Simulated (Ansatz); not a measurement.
## Hf: single-point calculation

System: Hf (P6₃/mmc, 2 atoms in the cell).
Method: DFT PBE, scalar-relativistic, plane waves, PAW, no spin polarisation (Ansatz 0.2.0).

Figures and captions count atoms from 1; the log counts them from 0 in places.

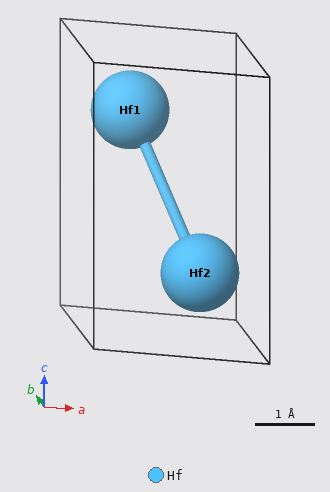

Fig. 1: The input geometry (ball-and-stick view of the cell of the calculation, seen slightly off an axis; atoms are numbered from 1 in the order of the input). An atom can appear more than once, as a periodic image. Near neighbours in the periodic cell (some may lie outside the picture): Hf has 12 Hf at 3.13 to 3.20 Å.

### Results in brief

| quantity | value |
| --- | --- |
| outcome | converged |
| space group (tolerance 0.01 Å) | P6₃/mmc (194) |
| electrons treated | 52 |
| free energy | −31442.7234 eV |
| Fermi energy | 19.863 eV |
| gap on the k-point mesh | none (metallic) |
| pressure | 0.43 GPa |
| largest force (length of the vector) | under 0.001 eV/Å |
| hardware | 4 threads of Arm Neoverse V2, 24 GiB of memory available, shared host |
| wall time | 1.5 s (CPU time 5.4 s) |
| peak memory | 0.39 GiB |

### Notes

Spin–orbit coupling is left out, which matters for Hf.

### The input
```yaml
crystal:
  lattice:
    - [3.2000007099, 0.0, 0.0]
    - [-1.6000003549, 2.7712819069, 0.0]
    - [0.0, 0.0, 5.0624011231]
  atoms:
    - { symbol: Hf, position: [0.3333333333, 0.6666666667, 0.75] }
    - { symbol: Hf, position: [0.6666666667, 0.3333333333, 0.25] }
basis:
  ecutwfc: 420
  ecutrho_ratio: 4
kpoints:
  mp_grid: { grid: [12, 12, 8] }
hamiltonian:
  xc: pbe
scf:
  occupations: { method: gaussian, width: 0.05 }
output:
  forces: true
  stress: true
  eigenvalues: true
```

Run as:
```bash
ansatz run input.yaml --threads 4 --pin off --max-ram 9216MiB --backend cpu --events-out ev --progress --plain --runs-dir out
```

### Log
```
Engine: ansatz 0.2.0, aarch64-unknown-linux-gnu
Pseudopotentials: kind: paw
Pseudopotential: Hf, paw, valence charge 26, recommended cutoff 420 eV (normal), Hf.paw.azcp
Functional definition: PBE
  parameter kappa = 0.804
  parameter beta = 0.06672455060314922
  exchange = pbe_x(kappa = kappa, mu = beta*pi^2/3)
  correlation = pbe_c(beta = beta)
Crystal: 2 atoms, lattice volume = 44.894 Å³
Basis set: ecut = 420 eV, 881 PW (Γ), exchange–correlation on 48×48×72 points (8 copies of the dense FFT grid, shifted against one another)
Bands: 32, of which v1, the nominal top of the filled ones, is band 26 counted from 1 (25 counted from 0)
Symmetry: 24 space group operations
Space group: P63/mmc (ITA 194), of the structure as read, at distance tolerance 3.6e-5 Å
k-points: 95 of 1152
Non-local potential: Hf, projectors of the file, l = 0: 3, l = 1: 2, l = 2: 2, l = 3: 3
PAW form: soft (Blöchl's): semilocal exchange-correlation on the pseudo side does not see the compensation charge
PAW one-centre angular grid: Hf, 590 points (default); XC on 64 Gauss nodes
Initial density: superposition of atomic densities (neutral atoms: chi_scale 0, normalization atom), corrected by the library's trained network
Initial wavefunctions: pseudopotential atomic-orbital guess
Functional: x = pbe(κ = 0.804, μ = 0.2195149727645171), c = pbe(β = 0.06672455060314922)
SCF iter   1: F=—  HF=-31442.722926 eV  |F-HF|=—  |Δ(HF+E_count)|=         —  Δρ=3.09e-3  dr2=2.20e-3  ethr=1.77e-3  ⟨swp⟩=4.6  Hψ=10075  notcnv=0
preconditioner: auto → Kerker (q_TF=auto, 2.796 Å⁻¹)  [metal: Δε(μ)=0.016 eV  Ē_g=17.562 eV  σ=0.050 eV  W_gap=0.18  n_scr=22 (ndim 8)  ℏωp=38.4 eV  f_vac=0.000  D(μ)=2.27/eV (n_scr^D=22)]
SCF iter   2: F=—  HF=-31442.723228 eV  |F-HF|=—  |Δ(HF+E_count)|=   3.03e-4  Δρ=1.95e-3  dr2=9.72e-4  ethr=4.24e-6  ⟨swp⟩=2.2  Hψ=4965  notcnv=0
SCF iter   3: F=—  HF=-31442.723431 eV  |F-HF|=—  |Δ(HF+E_count)|=   2.03e-4  Δρ=3.05e-4  dr2=3.74e-5  ethr=1.87e-6  ⟨swp⟩=3.0  Hψ=5243  notcnv=0
SCF iter   4: F=—  HF=-31442.723439 eV  |F-HF|=—  |Δ(HF+E_count)|=   7.57e-6  Δρ=1.67e-4  dr2=6.96e-6  ethr=7.20e-8  ⟨swp⟩=2.0  Hψ=5371  notcnv=0
SCF iter   5: F=—  HF=-31442.723437 eV  |F-HF|=—  |Δ(HF+E_count)|=   2.08e-6  Δρ=5.48e-5  dr2=7.15e-7  ethr=1.34e-8  ⟨swp⟩=2.0  Hψ=4612  notcnv=0
SCF iter   6: F=-31442.723437 eV  HF=-31442.723437 eV  |F-HF|=9.51e-9  |Δ(HF+E_count)|=   4.59e-7  Δρ=1.32e-5  dr2=4.28e-8  ethr=1.92e-10  ⟨swp⟩=8.3  Hψ=15621  notcnv=0
SCF 1 converged in 6 iterations: F = -31442.723437 eV  dr2 = 4.28e-8
  greatest PAW one-centre occupation: 0.998 electrons in one spin orbital (limit 2), on the Hf atom at site 1 (counted from 0), in its partial waves of l = 0
SCF converged after 6 iterations
Free energy (F): -31442.723437 eV
Harris-Foulkes:  -31442.723437 eV  (|F-HF|=9.51e-9)
Internal energy: -31442.720630 eV  (E = F + TS)
E sigma→0 (E₀):  -31442.722034 eV
Entropy (-TS):   -0.002807 eV (-1.403 meV/atom)
Fermi energy:    19.862695 eV
--- Per-component energies (eV) ---
  E_band       = 68.287944
  E_kinetic    = 848.217836
  E_local      = -10160.445576  (includes V_loc(G=0)·N_el)
  E_nonlocal   = -2488.702880
  E_hartree    = 4778.892804
  E_xc         = -600.245915
  E_vxc        = -532.408350  (∫ρ·V_xc dr)
  E_paw        = -13855.608538  (= ΣΔE_a)
  E_vpaw       = 2843.851480  (= ΣTr[D̂ρ^β])
  E_aug_tail   = -0.000002  (compensation charges beyond the density's cutoff)
  E_ewald      = -9964.828359
  E_smearing   = -0.002807  (= −TS)
  E_closure    = 0.000000  (closes the sum)
  Σ components = -31442.723437   (vs F -31442.723437, Δ=0.00e0)
--- Forces (eV/Å), atoms counted from 1 ---
  atom   1  Hf     0.00000000    -0.00000000     0.00000000
  atom   2  Hf    -0.00000000     0.00000000     0.00000000
  max |Σ_I F_I| component: 1.85e-17 eV/Å
--- Stress (GPa, compression-positive) ---
        0.383888      -0.000000       0.000000
       -0.000000       0.383888       0.000000
        0.000000       0.000000       0.509621
  P = ⅓ Tr σ = 0.4258 GPa (4.258 kbar)
--- Band table (eV; the first three rows and the last of 95) ---
  k-point 0: bands = ["-42.0897", "-42.0194", "-11.2254", "-10.4934", "-10.4934", "-10.3662", "-10.3662", "-10.3651", "7.9425", "7.9758", "7.9765", "7.9765", "7.9780", "7.9780", "7.9827", "7.9887", "7.9887", "7.9969", "8.0158", "8.0158", "8.0565", "8.0600", "12.4660", "16.1291", "20.4569", "21.0028", "21.0028", "21.2848", "21.8216", "21.8216", "22.4602", "22.4602"]
  k-point 1: bands = ["-42.0870", "-42.0221", "-11.1948", "-10.4886", "-10.4886", "-10.4002", "-10.3711", "-10.3711", "7.9430", "7.9677", "7.9677", "7.9775", "7.9791", "7.9842", "7.9842", "7.9888", "7.9888", "7.9980", "8.0185", "8.0185", "8.0566", "8.0599", "12.6093", "16.0524", "20.2579", "20.9206", "20.9206", "21.1589", "21.7027", "21.7027", "22.6959", "22.6959"]
  k-point 2: bands = ["-42.0795", "-42.0297", "-11.1066", "-10.4990", "-10.4749", "-10.4749", "-10.3850", "-10.3850", "7.9448", "7.9615", "7.9615", "7.9714", "7.9753", "7.9753", "7.9820", "7.9987", "8.0008", "8.0008", "8.0223", "8.0223", "8.0570", "8.0595", "13.0240", "15.7653", "19.9085", "20.8027", "20.8027", "20.8216", "21.4240", "21.4240", "23.2557", "23.2557"]
  k-point 94: bands = ["-42.0148", "-42.0148", "-11.0253", "-11.0253", "-10.8177", "-10.8177", "-10.5005", "-10.5005", "7.9736", "7.9736", "7.9764", "7.9764", "7.9868", "7.9868", "7.9938", "7.9938", "7.9952", "7.9952", "7.9974", "7.9974", "8.0386", "8.0386", "18.0823", "18.0823", "18.3725", "18.3725", "19.6256", "19.6256", "22.3500", "22.3500", "24.8804", "24.8804"]
```
